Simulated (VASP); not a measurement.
**Run report: SiC, geometry relaxation**

- system: SiC (2 atoms in the cell)
- method: Kohn-Sham DFT of a periodic cell, PBE, VASP PAW PBE potentials, recommended, no spin polarisation (VASP 6.6.1)

It belongs to a series of runs on one base structure; here: strained cell.

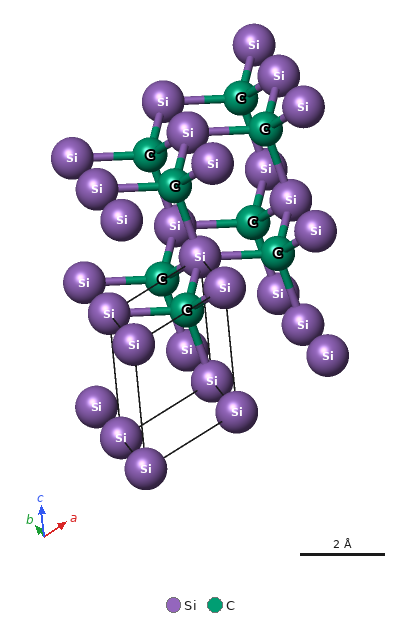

Figure 1. The starting structure (ball-and-stick view of the reduced cell, repeated 2 × 2 × 2, seen slightly off an axis). An atom can appear more than once, as a periodic image.

INCAR:
```
SYSTEM = SiC
  ALGO = Fast
  EDIFF = 1E-7
  EDIFFG = -0.002
  ENCUT = 520
  GGA = PE
  IBRION = 2
  ISIF = 2
  ISMEAR = 0
  LASPH = .TRUE.
  LCHARG = .FALSE.
  LREAL = .FALSE.
  LWAVE = .FALSE.
  NELM = 100
  NSW = 60
  PREC = Accurate
  SIGMA = 0.02
```

KPOINTS:
```
k-points
0
G
  10 10 10
  0 0 0
```

POSCAR:
```
SiC
1.0
    0.0143390800      2.1822991806      2.1679601006
    2.1822991806      0.0143390800      2.1679601006
    2.1966382606      2.1966382606      0.0000000000
Si C
1 1
Direct
    0.0006701770      0.0006701770     -0.0006701770
    0.2493298230      0.2493298230      0.2506701770
```

Hardware: 1 thread of Intel Xeon (Sapphire Rapids), 176 GiB of memory available, shared host.

Launched with:
```bash
cat potpaw_PBE.64/Si/POTCAR potpaw_PBE.64/C/POTCAR > POTCAR
mpirun -np 1 vasp_std > vasp.out
```

OSZICAR:
```
N       E                     dE             d eps       ncg     rms          rms(c)
DAV:   1     0.469171996985E+01    0.46917E+01   -0.41330E+03  2872   0.841E+02
DAV:   2    -0.165420879438E+02   -0.21234E+02   -0.20375E+02  3928   0.107E+02
DAV:   3    -0.169136121443E+02   -0.37152E+00   -0.37152E+00  3072   0.175E+01
DAV:   4    -0.169149006411E+02   -0.12885E-02   -0.12885E-02  4480   0.111E+00
DAV:   5    -0.169149010925E+02   -0.45137E-06   -0.45137E-06  3088   0.162E-02    0.883E+00
RMM:   6    -0.150935620057E+02    0.18213E+01   -0.28363E+00  2736   0.115E+01    0.373E+00
RMM:   7    -0.150667341520E+02    0.26828E-01   -0.67729E-01  2736   0.639E+00    0.188E+00
RMM:   8    -0.150659963065E+02    0.73785E-03   -0.99174E-02  2736   0.273E+00    0.608E-01
RMM:   9    -0.150534611399E+02    0.12535E-01   -0.14051E-02  2736   0.926E-01    0.148E-01
RMM:  10    -0.150537388080E+02   -0.27767E-03   -0.58508E-03  2736   0.583E-01    0.972E-02
RMM:  11    -0.150535830078E+02    0.15580E-03   -0.89363E-04  2736   0.252E-01    0.210E-02
RMM:  12    -0.150535632376E+02    0.19770E-04   -0.48336E-05  2736   0.732E-02    0.920E-03
RMM:  13    -0.150535654208E+02   -0.21832E-05   -0.15453E-05  2736   0.338E-02    0.789E-03
RMM:  14    -0.150535645847E+02    0.83608E-06   -0.55261E-06  2736   0.176E-02    0.176E-03
RMM:  15    -0.150535644592E+02    0.12552E-06   -0.22873E-07  2266   0.525E-03    0.128E-03
RMM:  16    -0.150535643924E+02    0.66848E-07   -0.25437E-08  2020   0.152E-03
   1 F= -.15053564E+02 E0= -.15053564E+02  d E =-.150536E+02
```

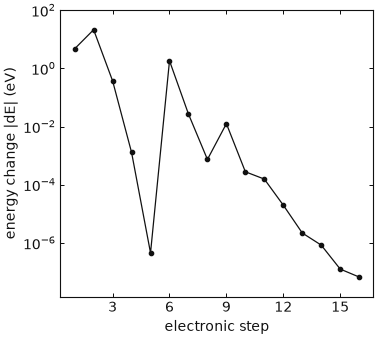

Figure 2. Convergence of the self-consistent field: energy change |dE| against the electronic step. It takes 16 electronic steps. The density is held fixed in the first few steps, and dE rises again when its update begins.

Parts of OUTCAR:
```
SYSTEM = SiC
   EDIFF = 1E-7
   EDIFFG = -0.002
   ENCUT = 520
   GGA = PE
   IBRION = 2
   ISIF = 2
   ISMEAR = 0
   LASPH = .TRUE.
   LREAL = .FALSE.
   NELM = 100
   NSW = 60
   PREC = Accurate

 ion  position               nearest neighbor table
   1  0.001  0.001  0.999-   2 1.88   2 1.88   2 1.89   2 1.89
   2  0.249  0.249  0.251-   1 1.88   1 1.88   1 1.89   1 1.89

  LATTYP: Found a body centered orthorhombic cell.
 ALAT       =     3.0659585770
 B/A-ratio  =     1.0132281770
 C/A-ratio  =     1.4142135624

  Lattice vectors:

 A1 = (   2.1822991806,   0.0143390800,  -2.1679601006)
 A2 = (  -2.1822991806,  -0.0143390800,  -2.1679601006)
 A3 = (   0.0143390800,   2.1822991806,   2.1679601006)

Analysis of symmetry for initial positions (statically):
=====================================================================
 Subroutine PRICEL returns:
 Original cell was already a primitive cell.

 Routine SETGRP: Setting up the symmetry group for a
 body centered orthorhombic supercell.

 Subroutine GETGRP returns: Found  4 space group operations
 (whereof  4 operations were pure point group operations)
 out of a pool of  8 trial point group operations.

The static configuration has the point symmetry C_2v.

Analysis of symmetry for dynamics (positions and initial velocities):
=====================================================================
 Subroutine PRICEL returns:
 Original cell was already a primitive cell.

 Routine SETGRP: Setting up the symmetry group for a
 body centered orthorhombic supercell.

 Subroutine GETGRP returns: Found  4 space group operations
 (whereof  4 operations were pure point group operations)
 out of a pool of  8 trial point group operations.

The dynamic configuration has the point symmetry C_2v.

 Subroutine INISYM returns: Found  4 space group operations
 (whereof  4 operations are pure point group operations),
 and found     1 'primitive' translations

----------------------------------------------------------------------------------------

                                     Primitive cell

  volume of cell :      20.6486

  direct lattice vectors                    reciprocal lattice vectors
     0.014339080  2.182299181  2.167960101    -0.230631551  0.230631551  0.230631551
     2.182299181  0.014339080  2.167960101     0.230631551 -0.230631551  0.230631551
     2.196638261  2.196638261  0.000000000     0.227620546  0.227620546 -0.230631551

  length of vectors
     3.076147968  3.076147968  3.106515620     0.399465564  0.399465564  0.395996386

  position of ions in fractional coordinates (direct lattice)
     0.000670177  0.000670177  0.999329823
     0.249329823  0.249329823  0.250670177

  ion indices of the primitive-cell ions
   primitive index   ion index
                 1           1
                 2           2

----------------------------------------------------------------------------------------

 KPOINTS: k-points

Automatic generation of k-mesh.
 Grid dimensions read from file:
 generate k-points for:   10   10   10

 Generating k-lattice:

  Cartesian coordinates                     Fractional coordinates (reciprocal lattice)
    -0.023063155  0.023063155  0.023063155     0.100000000 -0.000000000  0.000000000
     0.023063155 -0.023063155  0.023063155    -0.000000000  0.100000000  0.000000000
     0.022762055  0.022762055 -0.023063155     0.000000000  0.000000000  0.100000000

  Length of vectors
     0.039946556  0.039946556  0.039599639

  Shift w.r.t. Gamma in fractional coordinates (k-lattice)
     0.000000000  0.000000000  0.000000000

 Subroutine IBZKPT returns following result:
 ===========================================

 Found    171 irreducible k-points:

 Following reciprocal coordinates:
            Coordinates               Weight
  0.000000  0.000000  0.000000      1.000000
  0.100000 -0.000000  0.000000      4.000000
  0.200000 -0.000000  0.000000      4.000000
  0.300000 -0.000000  0.000000      4.000000
  0.400000 -0.000000  0.000000      4.000000
  0.500000 -0.000000  0.000000      2.000000
  0.100000  0.100000  0.000000      2.000000
  0.200000  0.100000  0.000000      4.000000
  0.300000  0.100000  0.000000      4.000000
  0.400000  0.100000  0.000000      4.000000
  0.500000  0.100000  0.000000      4.000000
 -0.400000  0.100000  0.000000      4.000000
 -0.300000  0.100000  0.000000      4.000000
 -0.200000  0.100000  0.000000      4.000000
 -0.100000  0.100000  0.000000      2.000000
  0.200000  0.200000  0.000000      2.000000
  0.300000  0.200000  0.000000      4.000000
  0.400000  0.200000  0.000000      4.000000
  0.500000  0.200000  0.000000      4.000000
 -0.400000  0.200000  0.000000      4.000000
 -0.300000  0.200000  0.000000      4.000000
 -0.200000  0.200000  0.000000      2.000000
  0.300000  0.300000  0.000000      2.000000
  0.400000  0.300000  0.000000      4.000000
 [... further k-points ...]
   k-points           NKPTS =    171   k-points in BZ     NKDIM =    171   number of bands    NBANDS=      8
   number of dos      NEDOS =    301   number of ions     NIONS =      2
   total plane-waves  NPLWV =  13824
   dimension x,y,z NGX =    24 NGY =   24 NGZ =   24
   dimension x,y,z NGXF=    48 NGYF=   48 NGZF=   48
   ions per type =               1   1
   NGX,Y,Z   is equivalent  to a cutoff of  12.97, 12.97, 12.84 a.u.
   NGXF,Y,Z  is equivalent  to a cutoff of  25.94, 25.94, 25.69 a.u.
 SYSTEM =  SiC
   PREC   = accura    normal or accurate (medium, high low for compatibility)
   ISTART =      0    job   : 0-new  1-cont  2-samecut
   ICHARG =      2    charge: 1-file 2-atom 10-const
   ISPIN  =      1    spin polarized calculation?
   LNONCOLLINEAR =      F non collinear calculations
   LSORBIT =      F    spin-orbit coupling
   LASPH  =      T    aspherical Exc in radial PAW
   ENCUT  =  520.0 eV  38.22 Ry    6.18 a.u.   5.72  5.72  5.78*2*pi/ulx,y,z
   NELM   =    100;   NELMIN=  2; NELMDL= -5     # of ELM steps
   EDIFF  = 0.1E-06   stopping-criterion for ELM
   LREAL  =      F    real-space projection
   EDIFFG = -.2E-02   stopping-criterion for IOM
   NSW    =     60    number of steps for IOM
   IBRION =      2    ionic relax: 0-MD 1-quasi-New 2-CG
   NFREE  =      1    steps in history (QN), initial steepest desc. (CG)
   ISIF   =      2    stress and relaxation
   ISYM   =      2    0-nonsym 1-usesym 2-fastsym
   POTIM  = 0.5000    time-step for ionic-motion
   TEBEG  =    0.0;   TEEND  =   0.0 temperature during run
   PSTRESS=    0.0 pullay stress
   NELECT =       8.0000    total number of electrons
   NUPDOWN=      -1.0000    fix difference up-down
   EMIN   =  10.00;   EMAX   =-10.00  energy-range for DOS
   EFERMI =   0.00;   METHOD = LEGACY
   ISMEAR =     0;   SIGMA  =   0.02  broadening in eV -4-tet -1-fermi 0-gaus
   EFERMI_NEDOS =   21; number of points for ismear=-14 and -15
   IALGO  =     68    algorithm
   IMIX   =      4    mixing-type and parameters
     AMIX     =   0.40;   BMIX     =  1.00
     AMIX_MAG =   1.60;   BMIX_MAG =  1.00
  volume/ion in A,a.u.               =      10.32        69.67
  Fermi-wavevector in a.u.,A,eV,Ry     =   1.193460  2.255312 19.379407  1.424346
  Thomas-Fermi vector in A             =   2.329474
   LORBIT       =      0    0 simple, 1 ext, 2 COOP (PROOUT), +10 PAW based schemes
   GGA     = PE    functional components
   LHFCALC =     F    Hartree Fock is set to
   AEXX    =    0.0000 exact exchange contribution
   IVDW    =     0    specifies the selected vdW correction
   LEPSILON=     F    determine dielectric tensor
   LRPA    =     F    only Hartree local field effects (RPA)
 conjugate gradient relaxation of ions
 non-spin polarized calculation
 RMM-DIIS sequential band-by-band and
 Gauss-broadening in eV      SIGMA  =   0.02
  energy-cutoff  :      520.00
  volume of cell :       20.65
 maximum number of plane-waves:       568
   NGX = 11   NGY = 11   NGZ = 11

 number of electron       8.0000001 magnetization

 Free energy of the ion-electron system (eV)
  ---------------------------------------------------
  ext. energy  EPLUGINS =         0.00000000
  ---------------------------------------------------
  free energy    TOTEN  =       -15.05356439 eV

  energy without entropy =      -15.05356439  energy(sigma->0) =      -15.05356439

 E-fermi :   8.2889     XC(G=0): -11.3655     alpha+bet :-16.4693

 val. band max:        8.1813758428   @ k =   0.0000   0.0000   0.0000
 cond. band min:       9.4372652464   @ k =   0.5000   0.5000   0.0000
 fundamental gap:      1.2558894036
 Fermi energy:         8.2888677439

 k-point     1 :       0.0000    0.0000    0.0000
  band No.  band energies     occupation
      1      -7.2892      2.00000
      2       8.0527      2.00000
      3       8.1590      2.00000
      4       8.1814      2.00000
      5      14.3495      0.00000
      6      15.3210      0.00000
      7      15.4818      0.00000
      8      15.5982      0.00000

 k-point     2 :       0.1000   -0.0000    0.0000
  band No.  band energies     occupation
      1      -7.0916      2.00000
      2       7.1762      2.00000
      3       7.9147      2.00000
      4       8.0301      2.00000
      5      14.5445      0.00000
      6      15.5716      0.00000
      7      15.7465      0.00000
      8      15.8853      0.00000

 k-point     3 :       0.2000   -0.0000    0.0000
  band No.  band energies     occupation
      1      -6.5073      2.00000
      2       5.0614      2.00000
      3       7.5992      2.00000
      4       7.7175      2.00000
      5      14.2610      0.00000
      6      15.9363      0.00000
      7      16.1071      0.00000
      8      17.0216      0.00000

 k-point     4 :       0.3000   -0.0000    0.0000
  band No.  band energies     occupation
      1      -5.5718      2.00000
      2       2.7389      2.00000
      3       7.2759      2.00000
      4       7.3963      2.00000
      5      13.8479      0.00000
      6      15.7796      0.00000
      7      15.9666      0.00000
      8      17.9327      0.00000

 k-point     5 :       0.4000   -0.0000    0.0000
  band No.  band energies     occupation
      1      -4.4119      2.00000
      2       0.6663      2.00000
      3       7.0531      2.00000
      4       7.1744      2.00000
      5      13.5712      0.00000
      6      15.3829      0.00000
      7      15.5842      0.00000
      8      18.1791      0.00000

 [... the levels of 18 k-points are left out ...]

 k-point    24 :       0.4000    0.3000    0.0000
  band No.  band energies     occupation
      1      -4.1173      2.00000
      2       2.6024      2.00000
      3       5.0312      2.00000
      4       5.3525      2.00000
      5      10.9320      0.00000
      6      13.7611      0.00000
      7      19.8118      0.00000
      8      20.0412      0.00000

 [... further k-points ...]

------------------------ aborting loop because EDIFF is reached ----------------------------------------

  FORCE on cell =-STRESS in cart. coord.  units (eV):
  Direction    XX          YY          ZZ          XY          YZ          ZX
  --------------------------------------------------------------------------------------
  -------------------------------------------------------------------------------------
  Total        0.4062623      0.4062623      0.6166859     -0.4160410      0.0000000      0.0000000
  in kB       31.5228874     31.5228874     47.8501690    -32.2816419      0.0000000      0.0000000
  external PRESSURE =      36.9653146 kB  Pullay stress =       0.0000000 kB

 VOLUME and BASIS-vectors are now :
 -----------------------------------------------------------------------------
  energy-cutoff  :      520.00
  volume of cell :       20.65
      direct lattice vectors                 reciprocal lattice vectors
     0.014339080  2.182299181  2.167960101    -0.230631551  0.230631551  0.230631551
     2.182299181  0.014339080  2.167960101     0.230631551 -0.230631551  0.230631551
     2.196638261  2.196638261  0.000000000     0.227620546  0.227620546 -0.230631551

 POSITION                                       TOTAL-FORCE (eV/Angst)
 -----------------------------------------------------------------------------------
      2.19664      2.19664      0.00291        -0.000000      0.000000     -0.000730
      1.09832      1.09832      1.08107         0.000000      0.000000      0.000730
 -----------------------------------------------------------------------------------
    total drift:                                0.000000      0.000000      0.000037

  FREE ENERGIE OF THE ION-ELECTRON SYSTEM (eV)
  ---------------------------------------------------
  free  energy   TOTEN  =       -15.0535643924 eV

  energy  without entropy=      -15.0535643924  energy(sigma->0) =      -15.05356439

 reached required accuracy - stopping structural energy minimisation
```

CONTCAR:
```
SiC
   1.00000000000000
     0.0143390800000000    2.1822991805999998    2.1679601006000002
     2.1822991805999998    0.0143390800000000    2.1679601006000002
     2.1966382605999999    2.1966382605999999    0.0000000000000000
  Si              C
     1     1
Direct
     0.0006701770000035    0.0006701770000035    0.9993298229999965
     0.2493298229999965    0.2493298229999965    0.2506701770000035

  0.00000000E+00  0.00000000E+00  0.00000000E+00
  0.00000000E+00  0.00000000E+00  0.00000000E+00
```

Key numbers:

```tsv
quantity	value
outcome	converged
space group (tolerance 0.01 Å)	Imm2 (44)
electrons treated	8
free energy	−15.0536 eV
gap on the k-point mesh	1.26 eV
pressure	3.70 GPa
final volume	20.65 Å³
largest force (length of the vector)	0.001 eV/Å
wall time	17 s
peak memory	0.15 GiB
```
